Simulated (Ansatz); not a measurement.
System: H$_{10}$C$_{3}$ (amorphous cell).

```cif
data_structure
_symmetry_space_group_name_H-M 'P 1'
_symmetry_Int_Tables_number 1
_cell_length_a 7.7473
_cell_length_b 7.7473
_cell_length_c 7.7473
_cell_angle_alpha 90.000
_cell_angle_beta 90.000
_cell_angle_gamma 90.000
_cell_volume 465.00
loop_
_atom_site_label
_atom_site_type_symbol
_atom_site_fract_x
_atom_site_fract_y
_atom_site_fract_z
_atom_site_occupancy
C1 C 0.37173 0.95995 0.21622 1
H1 H 0.50965 0.93001 0.21748 1
H2 H 0.33773 0.01413 0.09061 1
H3 H 0.34362 0.05370 0.31778 1
H4 H 0.29748 0.84161 0.23724 1
C2 C 0.60178 0.39360 0.40231 1
H5 H 0.55722 0.37762 0.53460 1
H6 H 0.51060 0.47442 0.33240 1
H7 H 0.61164 0.26727 0.33954 1
H8 H 0.72877 0.45453 0.40494 1
C3 C 0.05777 0.77371 0.74842 1
H9 H 0.94362 0.69850 0.71354 1
H10 H 0.03516 0.84035 0.87080 1
H11 H 0.08444 0.86853 0.64728 1
H12 H 0.16830 0.68726 0.76184 1
C4 C 0.02527 0.36163 0.17189 1
C5 C 0.00442 0.20375 0.05615 1
H13 H 0.07440 0.47293 0.09948 1
H14 H 0.90141 0.39911 0.22806 1
H15 H 0.11477 0.33637 0.27867 1
H16 H 0.95538 0.09251 0.12891 1
H17 H 0.91363 0.22886 0.95065 1
H18 H 0.12780 0.16604 0.99831 1
C6 C 0.61847 0.03148 0.83472 1
C7 C 0.63657 0.04034 0.63936 1
H19 H 0.63394 0.15905 0.89456 1
H20 H 0.49048 0.98308 0.86937 1
H21 H 0.71466 0.94488 0.89180 1
H22 H 0.62325 0.91342 0.57793 1
H23 H 0.53527 0.12248 0.58578 1
H24 H 0.76143 0.09596 0.60070 1
C8 C 0.52124 0.57357 0.03492 1
C9 C 0.52381 0.60328 0.84083 1
H25 H 0.54746 0.69292 0.10530 1
H26 H 0.39516 0.52596 0.07873 1
H27 H 0.61932 0.47967 0.07354 1
H28 H 0.49743 0.48320 0.77113 1
H29 H 0.42688 0.69855 0.80193 1
H30 H 0.64988 0.65161 0.79903 1
```

Theory: DFT PBE-D3(BJ), scalar-relativistic, plane waves, PAW (Ansatz 0.2.0).

### What can the converged valence pseudo-density and electron localisation function tell about the bonding?

C–H (1.10 Å): ρ is about 1.9 e/Å³ halfway; the ELF climbs to about 1 towards the hydrogen, as it does in any bond to H: an ordinary covalent bond to hydrogen.
C–C (1.52 Å): ρ is about 1.6 e/Å³ halfway; the ELF peaks at about 0.95 between the atoms; a covalent bond.

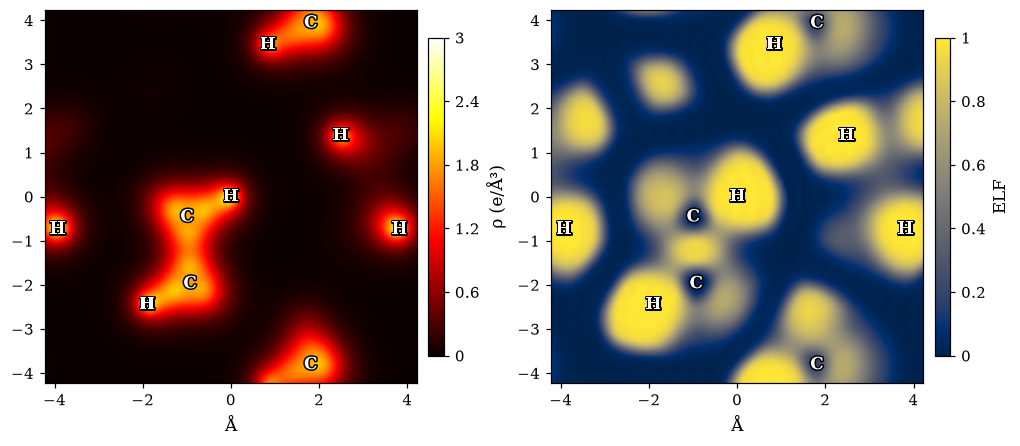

Computed valence pseudo-density and electron localisation function on the (100) plane of the calculation cell, in this order. Atoms just off the plane (C, 0.9 Å away) can leave unmarked features too.

The density is the valence pseudo-density of a PAW calculation; it isn't the true density close to the nuclei.
